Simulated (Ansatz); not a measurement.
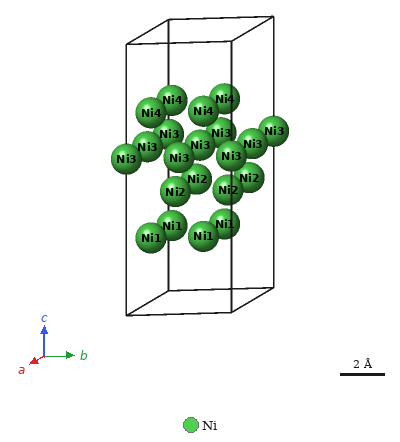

The structure as given in the input (spheres-only view of the 2 × 2 repeat of the cell, with the vacuum cut short, seen slightly off an axis; atoms are numbered from 1 in the order of the input). An atom can appear more than once, as a periodic image.

**Run report: Ni, geometry relaxation (part 1 of 2)**

The run: geometry relaxation of Ni (slab, 4 atoms in the cell). Method and program: DFT PBEsol, scalar-relativistic, plane waves, PAW, spin-polarised (Ansatz 0.2.0).

The structure derives from an entry of the Crystallography Open Database. The input holds or restrains some coordinates. Forces given for the steps count only the free coordinates. It belongs to a series of runs on one base structure; here: clean slab, lower half held. Figures and captions count atoms from 1; the log counts them from 0 in places.

Log
```
Engine: ansatz 0.2.0, aarch64-unknown-linux-gnu
Pseudopotentials: kind: paw
Pseudopotential: Ni, paw, valence charge 18, recommended cutoff 420 eV (normal), Ni.paw.azcp
Functional definition: PBEsol
  exchange = pbesol_x
  correlation = pbesol_c
Crystal: 4 atoms, lattice volume = 119.437 Å³
Basis set: ecut = 420 eV, 2255 PW (Γ), exchange–correlation on 36×36×320 points (8 copies of the dense FFT grid, shifted against one another)
Bands: 45, of which v1, the nominal top of the filled ones, is band 36 counted from 1 (35 counted from 0)
Symmetry: 6 space group operations
k-points: 19 of 144 (time reversal used)
Non-local potential: Ni, projectors of the file, l = 0: 3, l = 1: 2, l = 2: 3, l = 3: 1
PAW form: soft (Blöchl's): semilocal exchange-correlation on the pseudo side does not see the compensation charge
PAW frozen core: Ni, regenerated for the run's functional, and the local potential with it (the file was generated under x = pbe(κ = 0.804, μ = 0.2195149727645171), c = pbe(β = 0.06672455060314922))
PAW one-centre angular grid: Ni, 590 points (default); XC on 64 Gauss nodes
Initial density: superposition of atomic densities (neutral atoms: chi_scale 0, normalization atom)
Starting moments: Σ|m| = 2.92 μB on 4 of 4 sites
Initial wavefunctions: pseudopotential atomic-orbital guess
Functional: x = pbesol(κ = 0.804, μ = 0.12345679012345678), c = pbesol(β = 0.046)
SCF iter   1: F=—  HF=-23215.103329 eV  |F-HF|=—  |Δ(HF+E_count)|=         —  Δρ=4.16e-2 (↑1.22e-2 ↓4.16e-2)  dr2=3.40e0  dr2_m=3.34e-1  M=3.147 μB ∫|m|=3.305 μB  β_m=1.00  ethr=3.10e-3  p=-0.000 e·Å  D=-5.65e-14 V/Å  ΔV_dip=0.00 eV  dr2_dipole=9.09e-8  V_vac-E_F(+/−)=7.33/7.33 eV  ⟨swp⟩=11.0  Hψ=9055  notcnv=0  defer=17
Mixer restart at iter 1: flushing history
efield: sawtooth ramp at fractional position 0.9800 (placed from the atoms, in the widest stretch of the axis that holds none; the zero of the levels goes with the place), width 0.0400; the density the first Hamiltonian is built on has a dipole p = -0.000 e·Å; the dipole correction subtracts the counter field D = -5.65e-14 V/Å, which shifts the + side's vacuum level by +0.00 eV against the − side's; the planar-averaged density in the ramp window peaks in size at 1.3e-5 e/Å³
preconditioner: auto → LDOS  [metal: Δε(μ)=0.024 eV  Ē_g=7.512 eV  σ=0.100 eV  W_gap=0.13  n_scr=18 (ndim 8)  ℏωp=21.5 eV  f_vac=0.591  D(μ)=7.41/eV (n_scr^D=90)]
spin=Collinear: LDOS preconditioning applied to the charge; magnetization (m = ρ↑ − ρ↓) channel mixes plain (no charge-response kernel on spin).
SCF iter   2: F=—  HF=-23214.992789 eV  |F-HF|=—  |Δ(HF+E_count)|=   1.11e-1  Δρ=1.32e-2 (↑1.32e-2 ↓1.06e-2)  dr2=4.45e-1  dr2_m=5.03e-3  M=3.081 μB ∫|m|=3.366 μB  β_m=0.30  ethr=3.10e-3  p=0.000 e·Å  D=6.19e-6 V/Å  ΔV_dip=-0.00 eV  dr2_dipole=2.92e-11  V_vac-E_F(+/−)=6.54/6.54 eV  ⟨swp⟩=2.4  Hψ=2977  notcnv=0  defer=98
density mixer auto → msr1: a metal under ldos (density of states about μ 3.71 of a free-electron gas's, 18 screened modes)
SCF iter   3: F=—  HF=-23216.345585 eV  |F-HF|=—  |Δ(HF+E_count)|=    1.35e0  Δρ=5.83e-3 (↑5.83e-3 ↓5.39e-3)  dr2=1.05e-1  dr2_m=3.86e-3  M=3.054 μB ∫|m|=3.353 μB  β_m=0.47  ethr=6.18e-4  p=-0.000 e·Å  D=-1.39e-6 V/Å  ΔV_dip=0.00 eV  dr2_dipole=5.25e-9  V_vac-E_F(+/−)=6.11/6.11 eV  ⟨swp⟩=2.8  Hψ=2911  notcnv=0  defer=98
SCF iter   4: F=—  HF=-23217.947739 eV  |F-HF|=—  |Δ(HF+E_count)|=         —  Δρ=8.36e-3 (↑2.78e-3 ↓8.36e-3)  dr2=8.26e-2  dr2_m=1.40e-2  M=2.854 μB ∫|m|=3.226 μB  β_m=0.47  ethr=1.46e-4  p=-0.000 e·Å  D=-3.76e-6 V/Å  ΔV_dip=0.00 eV  dr2_dipole=3.96e-9  V_vac-E_F(+/−)=5.58/5.58 eV  ⟨swp⟩=3.2  Hψ=3671  notcnv=0  defer=99
SCF iter   5: F=—  HF=-23218.230040 eV  |F-HF|=—  |Δ(HF+E_count)|=   2.82e-1  Δρ=6.60e-3 (↑2.31e-3 ↓6.60e-3)  dr2=4.76e-2  dr2_m=9.93e-3  M=2.765 μB ∫|m|=3.138 μB  β_m=0.63  ethr=1.15e-4  p=-0.000 e·Å  D=-1.46e-6 V/Å  ΔV_dip=0.00 eV  dr2_dipole=6.08e-10  V_vac-E_F(+/−)=5.49/5.49 eV  ⟨swp⟩=2.1  Hψ=2670  notcnv=0  defer=100
SCF iter   6: F=—  HF=-23218.382612 eV  |F-HF|=—  |Δ(HF+E_count)|=   1.53e-1  Δρ=2.29e-3 (↑1.29e-3 ↓2.29e-3)  dr2=7.01e-3  dr2_m=1.65e-3  M=2.668 μB ∫|m|=3.042 μB  β_m=0.80  ethr=6.61e-5  p=-0.000 e·Å  D=-3.32e-7 V/Å  ΔV_dip=0.00 eV  dr2_dipole=1.91e-10  V_vac-E_F(+/−)=5.37/5.37 eV  ⟨swp⟩=2.1  Hψ=2797  notcnv=0  defer=104
SCF iter   7: F=—  HF=-23218.391008 eV  |F-HF|=—  |Δ(HF+E_count)|=   8.40e-3  Δρ=2.06e-3 (↑6.63e-4 ↓2.06e-3)  dr2=4.51e-3  dr2_m=7.02e-4  M=2.632 μB ∫|m|=3.010 μB  β_m=0.79  ethr=9.74e-6  p=-0.000 e·Å  D=-4.47e-6 V/Å  ΔV_dip=0.00 eV  dr2_dipole=1.45e-10  V_vac-E_F(+/−)=5.25/5.25 eV  ⟨swp⟩=3.3  Hψ=4027  notcnv=0  defer=106
SCF iter   8: F=—  HF=-23218.392614 eV  |F-HF|=—  |Δ(HF+E_count)|=   1.61e-3  Δρ=5.65e-4 (↑3.51e-4 ↓5.65e-4)  dr2=8.17e-4  dr2_m=2.95e-5  M=2.636 μB ∫|m|=3.017 μB  β_m=0.65  ethr=6.27e-6  p=0.000 e·Å  D=4.62e-6 V/Å  ΔV_dip=-0.00 eV  dr2_dipole=1.47e-13  V_vac-E_F(+/−)=5.27/5.27 eV  ⟨swp⟩=2.1  Hψ=2732  notcnv=0  defer=106
SCF iter   9: F=—  HF=-23218.392605 eV  |F-HF|=—  |Δ(HF+E_count)|=   8.75e-6  Δρ=1.95e-4 (↑5.36e-5 ↓1.95e-4)  dr2=7.80e-5  dr2_m=7.84e-6  M=2.640 μB ∫|m|=3.021 μB  β_m=0.64  ethr=1.13e-6  p=-0.000 e·Å  D=-1.72e-6 V/Å  ΔV_dip=0.00 eV  dr2_dipole=1.33e-11  V_vac-E_F(+/−)=5.26/5.26 eV  ⟨swp⟩=2.0  Hψ=2336  notcnv=0  defer=106
SCF iter  10: F=—  HF=-23218.392609 eV  |F-HF|=—  |Δ(HF+E_count)|=   4.00e-6  Δρ=3.58e-5 (↑3.58e-5 ↓3.09e-5)  dr2=5.10e-6  dr2_m=5.92e-7  M=2.641 μB ∫|m|=3.023 μB  β_m=0.80  ethr=1.08e-7  p=0.000 e·Å  D=1.57e-6 V/Å  ΔV_dip=-0.00 eV  dr2_dipole=1.57e-8  V_vac-E_F(+/−)=5.25/5.25 eV  ⟨swp⟩=2.2  Hψ=2795  notcnv=0  defer=106
SCF iter  11: F=-23218.392609 eV  HF=-23218.392619 eV  |F-HF|=9.74e-6  |Δ(HF+E_count)|=   9.93e-6  Δρ=6.19e-5 (↑1.68e-5 ↓6.19e-5)  dr2=1.02e-5  dr2_m=1.05e-6  M=2.641 μB ∫|m|=3.024 μB  ethr=7.09e-9  p=-0.000 e·Å  D=-3.59e-6 V/Å  ΔV_dip=0.00 eV  dr2_dipole=2.76e-7  V_vac-E_F(+/−)=5.25/5.25 eV  ⟨swp⟩=18.4  Hψ=17421  notcnv=0
SCF 1 converged in 11 iterations: F = -23218.392609 eV  dr2 = 1.02e-5
  greatest PAW one-centre occupation: 1.001 electrons in one spin orbital (limit 2), on the Ni atom at site 0 (counted from 0), in its partial waves of l = 1
relax step   1: F+E_penalty+E_count = -23218.39260931 eV  Δ(F+E_penalty+E_count) = +0.000e0 eV  max|allowed force component| = 1.647e-1 eV/Å  Δτ_max = 0.0000 Å  (11 SCF iters, dr2 threshold 2.25e-5 eV, accepted)
Initial density: handed on by an earlier stage of this run
Starting moments: Σ|m| = 2.92 μB on 4 of 4 sites; this step starts from the density that it was given
Initial wavefunctions: those handed on with the density
iter 1 solved again at ethr=5.11e-6 eV; its pass at ethr=3.10e-3 eV (dr2=3.68e-3 eV) is discarded
SCF iter   1: F=—  HF=-23218.394496 eV  |F-HF|=—  |Δ(HF+E_count)|=         —  Δρ=9.41e-4 (↑4.75e-4 ↓9.41e-4)  dr2=2.88e-3  dr2_m=2.06e-4  M=2.643 μB ∫|m|=3.025 μB  β_m=1.00  ethr=5.11e-6  p=-0.000 e·Å  D=-4.95e-6 V/Å  ΔV_dip=0.00 eV  dr2_dipole=8.30e-4  V_vac-E_F(+/−)=5.24/5.24 eV  ⟨swp⟩=2.1  Hψ=5167  notcnv=0  defer=111
efield: sawtooth ramp at fractional position 0.9800 (handed on by an earlier solve), width 0.0400; the density the first Hamiltonian is built on has a dipole p = -0.000 e·Å; the dipole correction subtracts the counter field D = -4.95e-6 V/Å, which shifts the + side's vacuum level by +0.00 eV against the − side's; the planar-averaged density in the ramp window peaks in size at 4.9e-6 e/Å³
preconditioner: auto → LDOS  [metal: Δε(μ)=0.005 eV  Ē_g=7.467 eV  σ=0.100 eV  W_gap=0.03  n_scr=10 (ndim 8)  ℏωp=21.5 eV  f_vac=0.605  D(μ)=8.02/eV (n_scr^D=102)]
spin=Collinear: LDOS preconditioning applied to the charge; magnetization (m = ρ↑ − ρ↓) channel mixes plain (no charge-response kernel on spin).
SCF iter   2: F=—  HF=-23218.394258 eV  |F-HF|=—  |Δ(HF+E_count)|=   2.39e-4  Δρ=3.72e-4 (↑3.72e-4 ↓3.52e-4)  dr2=7.03e-4  dr2_m=2.39e-6  M=2.643 μB ∫|m|=3.025 μB  β_m=0.33  ethr=4.00e-6  p=0.000 e·Å  D=4.70e-4 V/Å  ΔV_dip=-0.01 eV  dr2_dipole=2.69e-4  V_vac-E_F(+/−)=5.23/5.24 eV  ⟨swp⟩=1.5  Hψ=1842  notcnv=0  defer=111
density mixer auto → msr1: a metal under ldos (density of states about μ 3.53 of a free-electron gas's, 18 screened modes)
SCF iter   3: F=—  HF=-23218.394252 eV  |F-HF|=—  |Δ(HF+E_count)|=   5.96e-6  Δρ=3.18e-4 (↑3.18e-4 ↓1.74e-4)  dr2=1.29e-4  dr2_m=2.83e-5  M=2.643 μB ∫|m|=3.025 μB  β_m=0.43  ethr=9.76e-7  p=0.000 e·Å  D=6.58e-4 V/Å  ΔV_dip=-0.02 eV  dr2_dipole=2.89e-5  V_vac-E_F(+/−)=5.23/5.25 eV  ⟨swp⟩=1.9  Hψ=2119  notcnv=0  defer=111
SCF iter   4: F=—  HF=-23218.394282 eV  |F-HF|=—  |Δ(HF+E_count)|=   3.03e-5  Δρ=1.43e-4 (↑1.43e-4 ↓1.41e-4)  dr2=1.72e-5  dr2_m=1.40e-5  M=2.642 μB ∫|m|=3.024 μB  β_m=0.47  ethr=1.80e-7  p=0.000 e·Å  D=5.11e-4 V/Å  ΔV_dip=-0.01 eV  dr2_dipole=1.97e-7  V_vac-E_F(+/−)=5.24/5.25 eV  ⟨swp⟩=1.8  Hψ=2126  notcnv=0  defer=111
SCF iter   5: F=—  HF=-23218.394295 eV  |F-HF|=—  |Δ(HF+E_count)|=   1.27e-5  Δρ=5.03e-5 (↑4.10e-5 ↓5.03e-5)  dr2=2.79e-6  dr2_m=1.71e-6  M=2.642 μB ∫|m|=3.024 μB  β_m=0.58  ethr=2.39e-8  p=0.000 e·Å  D=3.61e-4 V/Å  ΔV_dip=-0.01 eV  dr2_dipole=4.09e-8  V_vac-E_F(+/−)=5.24/5.25 eV  ⟨swp⟩=2.4  Hψ=3129  notcnv=0  defer=111
SCF iter   6: F=—  HF=-23218.394298 eV  |F-HF|=—  |Δ(HF+E_count)|=   3.46e-6  Δρ=2.79e-5 (↑2.57e-5 ↓2.79e-5)  dr2=1.28e-6  dr2_m=5.73e-7  M=2.641 μB ∫|m|=3.023 μB  β_m=0.73  ethr=3.88e-9  p=0.000 e·Å  D=2.59e-4 V/Å  ΔV_dip=-0.01 eV  dr2_dipole=7.64e-8  V_vac-E_F(+/−)=5.24/5.25 eV  ⟨swp⟩=2.1  Hψ=2426  notcnv=0  defer=111
SCF iter   7: F=—  HF=-23218.394300 eV  |F-HF|=—  |Δ(HF+E_count)|=   1.99e-6  Δρ=3.05e-5 (↑3.05e-5 ↓2.96e-5)  dr2=2.68e-6  dr2_m=1.20e-7  M=2.641 μB ∫|m|=3.023 μB  β_m=0.56  ethr=1.77e-9  p=0.000 e·Å  D=1.88e-4 V/Å  ΔV_dip=-0.00 eV  dr2_dipole=1.57e-7  V_vac-E_F(+/−)=5.25/5.25 eV  ⟨swp⟩=2.6  Hψ=3182  notcnv=0  defer=111
SCF iter   8: F=—  HF=-23218.394299 eV  |F-HF|=—  |Δ(HF+E_count)|=   7.34e-7  Δρ=9.61e-6 (↑5.60e-6 ↓9.61e-6)  dr2=5.40e-8  dr2_m=5.23e-8  M=2.641 μB ∫|m|=3.023 μB  β_m=0.69  ethr=1.77e-9  p=0.000 e·Å  D=1.78e-4 V/Å  ΔV_dip=-0.00 eV  dr2_dipole=1.24e-8  V_vac-E_F(+/−)=5.25/5.25 eV  ⟨swp⟩=3.2  Hψ=3696  notcnv=0  defer=111
SCF iter   9: F=—  HF=-23218.394299 eV  |F-HF|=—  |Δ(HF+E_count)|=   7.52e-8  Δρ=2.72e-5 (↑5.93e-6 ↓2.72e-5)  dr2=3.38e-6  dr2_m=1.32e-7  M=2.641 μB ∫|m|=3.023 μB  β_m=0.66  ethr=7.50e-11  p=0.000 e·Å  D=1.71e-4 V/Å  ΔV_dip=-0.00 eV  dr2_dipole=8.23e-7  V_vac-E_F(+/−)=5.25/5.25 eV  ⟨swp⟩=2.4  Hψ=2932  notcnv=0  defer=111
SCF iter  10: F=-23218.394298 eV  HF=-23218.394299 eV  |F-HF|=1.26e-6  |Δ(HF+E_count)|=   1.72e-8  Δρ=1.49e-5 (↑2.76e-6 ↓1.49e-5)  dr2=1.03e-6  dr2_m=4.15e-8  M=2.641 μB ∫|m|=3.022 μB  ethr=7.50e-11  p=0.000 e·Å  D=1.73e-4 V/Å  ΔV_dip=-0.00 eV  dr2_dipole=2.60e-7  V_vac-E_F(+/−)=5.25/5.25 eV  ⟨swp⟩=15.2  Hψ=14080  notcnv=0
SCF 2 converged in 10 iterations: F = -23218.394298 eV  dr2 = 1.03e-6
  greatest PAW one-centre occupation: 1.001 electrons in one spin orbital (limit 2), on the Ni atom at site 3 (counted from 0), in its partial waves of l = 1
relax step   2: F+E_penalty+E_count = -23218.39429815 eV  Δ(F+E_penalty+E_count) = -1.689e-3 eV  max|allowed force component| = 9.976e-2 eV/Å  Δτ_max = 0.0152 Å  (10 SCF iters, dr2 threshold 1.69e-6 eV, accepted)
SCF iter   1: F=—  HF=-23218.395804 eV  |F-HF|=—  |Δ(HF+E_count)|=         —  Δρ=1.43e-3 (↑6.96e-4 ↓1.43e-3)  dr2=7.36e-3  dr2_m=5.11e-4  M=2.645 μB ∫|m|=3.026 μB  β_m=1.00  ethr=8.51e-5  p=0.000 e·Å  D=1.71e-4 V/Å  ΔV_dip=-0.00 eV  dr2_dipole=2.35e-3  V_vac-E_F(+/−)=5.23/5.24 eV  ⟨swp⟩=3.8  Hψ=3695  notcnv=0  defer=111
efield: sawtooth ramp at fractional position 0.9800 (handed on by an earlier solve), width 0.0400; the density the first Hamiltonian is built on has a dipole p = 0.000 e·Å; the dipole correction subtracts the counter field D = 1.71e-4 V/Å, which shifts the + side's vacuum level by -0.00 eV against the − side's; the planar-averaged density in the ramp window peaks in size at 5.7e-6 e/Å³
preconditioner: auto → LDOS  [metal: Δε(μ)=0.005 eV  Ē_g=7.469 eV  σ=0.100 eV  W_gap=0.03  n_scr=10 (ndim 8)  ℏωp=21.5 eV  f_vac=0.605  D(μ)=7.96/eV (n_scr^D=102)]
spin=Collinear: LDOS preconditioning applied to the charge; magnetization (m = ρ↑ − ρ↓) channel mixes plain (no charge-response kernel on spin).
SCF iter   2: F=—  HF=-23218.395115 eV  |F-HF|=—  |Δ(HF+E_count)|=   6.89e-4  Δρ=5.67e-4 (↑5.67e-4 ↓5.05e-4)  dr2=1.27e-3  dr2_m=1.45e-5  M=2.644 μB ∫|m|=3.025 μB  β_m=0.32  ethr=1.02e-5  p=0.001 e·Å  D=9.99e-4 V/Å  ΔV_dip=-0.02 eV  dr2_dipole=4.53e-4  V_vac-E_F(+/−)=5.22/5.24 eV  ⟨swp⟩=2.0  Hψ=2397  notcnv=0  defer=111
density mixer auto → msr1: a metal under ldos (density of states about μ 3.52 of a free-electron gas's, 18 screened modes)
SCF iter   3: F=—  HF=-23218.395097 eV  |F-HF|=—  |Δ(HF+E_count)|=   1.78e-5  Δρ=4.77e-4 (↑4.77e-4 ↓2.76e-4)  dr2=3.39e-4  dr2_m=6.27e-5  M=2.644 μB ∫|m|=3.025 μB  β_m=0.41  ethr=1.77e-6  p=0.001 e·Å  D=1.17e-3 V/Å  ΔV_dip=-0.03 eV  dr2_dipole=8.32e-5  V_vac-E_F(+/−)=5.22/5.24 eV  ⟨swp⟩=1.9  Hψ=2152  notcnv=0  defer=111
SCF iter   4: F=—  HF=-23218.395172 eV  |F-HF|=—  |Δ(HF+E_count)|=   7.49e-5  Δρ=2.44e-4 (↑2.44e-4 ↓2.42e-4)  dr2=5.24e-5  dr2_m=4.49e-5  M=2.643 μB ∫|m|=3.024 μB  β_m=0.46  ethr=4.71e-7  p=0.001 e·Å  D=1.01e-3 V/Å  ΔV_dip=-0.02 eV  dr2_dipole=1.15e-6  V_vac-E_F(+/−)=5.22/5.24 eV  ⟨swp⟩=1.7  Hψ=1994  notcnv=0  defer=111
SCF iter   5: F=—  HF=-23218.395204 eV  |F-HF|=—  |Δ(HF+E_count)|=   3.18e-5  Δρ=9.79e-5 (↑5.78e-5 ↓9.79e-5)  dr2=1.06e-5  dr2_m=5.30e-6  M=2.642 μB ∫|m|=3.023 μB  β_m=0.53  ethr=7.28e-8  p=0.001 e·Å  D=7.68e-4 V/Å  ΔV_dip=-0.02 eV  dr2_dipole=7.64e-7  V_vac-E_F(+/−)=5.23/5.25 eV  ⟨swp⟩=2.1  Hψ=2846  notcnv=0  defer=111
SCF iter   6: F=—  HF=-23218.395211 eV  |F-HF|=—  |Δ(HF+E_count)|=   7.32e-6  Δρ=5.24e-5 (↑5.24e-5 ↓4.77e-5)  dr2=4.21e-6  dr2_m=1.75e-6  M=2.641 μB ∫|m|=3.022 μB  β_m=0.60  ethr=1.48e-8  p=0.000 e·Å  D=6.06e-4 V/Å  ΔV_dip=-0.01 eV  dr2_dipole=2.21e-7  V_vac-E_F(+/−)=5.23/5.25 eV  ⟨swp⟩=2.4  Hψ=2962  notcnv=0  defer=111
SCF iter   7: F=—  HF=-23218.395215 eV  |F-HF|=—  |Δ(HF+E_count)|=   3.90e-6  Δρ=4.13e-5 (↑4.13e-5 ↓3.26e-5)  dr2=4.33e-6  dr2_m=4.20e-7  M=2.640 μB ∫|m|=3.021 μB  β_m=0.52  ethr=5.85e-9  p=0.000 e·Å  D=4.64e-4 V/Å  ΔV_dip=-0.01 eV  dr2_dipole=7.12e-7  V_vac-E_F(+/−)=5.24/5.25 eV  ⟨swp⟩=2.7  Hψ=3352  notcnv=0  defer=111
SCF iter   8: F=—  HF=-23218.395214 eV  |F-HF|=—  |Δ(HF+E_count)|=   3.92e-7  Δρ=1.58e-5 (↑1.20e-5 ↓1.58e-5)  dr2=9.43e-8  dr2_m=1.48e-7  M=2.640 μB ∫|m|=3.021 μB  β_m=0.64  ethr=5.85e-9  p=0.000 e·Å  D=4.34e-4 V/Å  ΔV_dip=-0.01 eV  dr2_dipole=1.87e-9  V_vac-E_F(+/−)=5.24/5.25 eV  ⟨swp⟩=2.0  Hψ=2456  notcnv=0  defer=111
SCF iter   9: F=—  HF=-23218.395214 eV  |F-HF|=—  |Δ(HF+E_count)|=   1.19e-7  Δρ=8.32e-6 (↑3.08e-6 ↓8.32e-6)  dr2=6.84e-8  dr2_m=2.09e-8  M=2.640 μB ∫|m|=3.021 μB  β_m=0.70  ethr=1.31e-10  p=0.000 e·Å  D=4.28e-4 V/Å  ΔV_dip=-0.01 eV  dr2_dipole=1.56e-9  V_vac-E_F(+/−)=5.24/5.25 eV  ⟨swp⟩=3.1  Hψ=3404  notcnv=0  defer=111
SCF iter  10: F=—  HF=-23218.395214 eV  |F-HF|=—  |Δ(HF+E_count)|=   2.78e-8  Δρ=3.11e-6 (↑3.11e-6 ↓1.63e-6)  dr2=2.76e-8  dr2_m=1.58e-9  M=2.640 μB ∫|m|=3.021 μB  β_m=0.60  ethr=9.51e-11  p=0.000 e·Å  D=4.34e-4 V/Å  ΔV_dip=-0.01 eV  dr2_dipole=1.29e-10  V_vac-E_F(+/−)=5.24/5.25 eV  ⟨swp⟩=2.3  Hψ=2737  notcnv=0  defer=111
SCF iter  11: F=—  HF=-23218.395214 eV  |F-HF|=—  |Δ(HF+E_count)|=  5.09e-11  Δρ=8.97e-6 (↑1.21e-6 ↓8.97e-6)  dr2=3.99e-7  dr2_m=1.76e-8  M=2.640 μB ∫|m|=3.021 μB  β_m=0.61  ethr=3.84e-11  p=0.000 e·Å  D=4.37e-4 V/Å  ΔV_dip=-0.01 eV  dr2_dipole=1.15e-7  V_vac-E_F(+/−)=5.24/5.25 eV  ⟨swp⟩=2.1  Hψ=2529  notcnv=0  defer=111
SCF iter  12: F=-23218.395214 eV  HF=-23218.395214 eV  |F-HF|=1.53e-8  |Δ(HF+E_count)|=   2.97e-9  Δρ=3.19e-6 (↑4.04e-7 ↓3.19e-6)  dr2=1.91e-8  dr2_m=2.85e-9  M=2.640 μB ∫|m|=3.021 μB  ethr=3.84e-11  p=0.000 e·Å  D=4.38e-4 V/Å  ΔV_dip=-0.01 eV  dr2_dipole=1.15e-9  V_vac-E_F(+/−)=5.24/5.25 eV  ⟨swp⟩=15.5  Hψ=13581  notcnv=0
SCF 3 converged in 12 iterations: F = -23218.395214 eV  dr2 = 1.91e-8
relax step   3: F+E_penalty+E_count = -23218.39521448 eV  Δ(F+E_penalty+E_count) = -9.163e-4 eV  max|allowed force component| = 3.150e-3 eV/Å  Δτ_max = 0.0224 Å  (12 SCF iters, accepted)
```

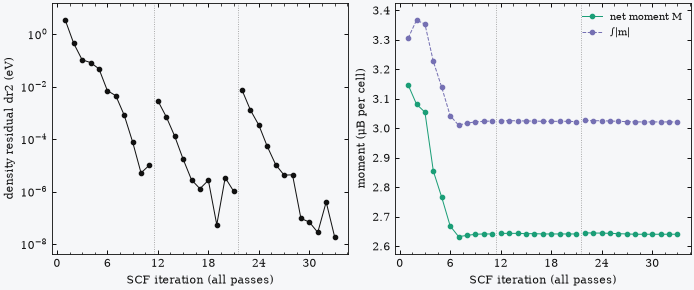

Convergence of the self-consistent field: density residual dr2 and magnetic moment against the SCF iteration. The dotted lines part the SCF passes of the relaxation: geometry steps, rejected trials and re-solves on a re-selected basis. The passes take 11, 10 and 12 iterations. The net moment goes from 3.1 to 2.6 μB per cell.

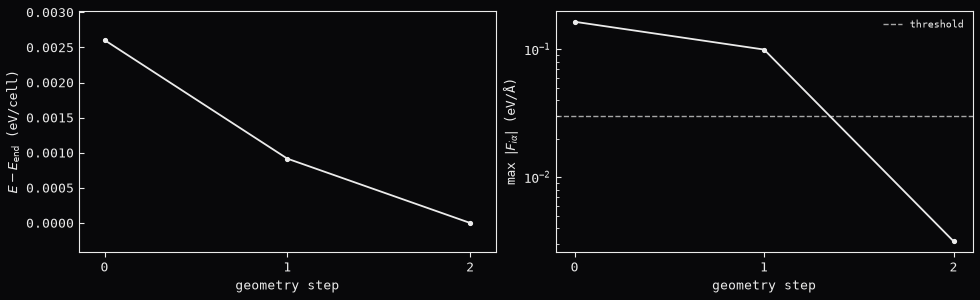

Progress of the restrained relaxation, step by step (the first geometry is step 0 here and step 1 in the log).
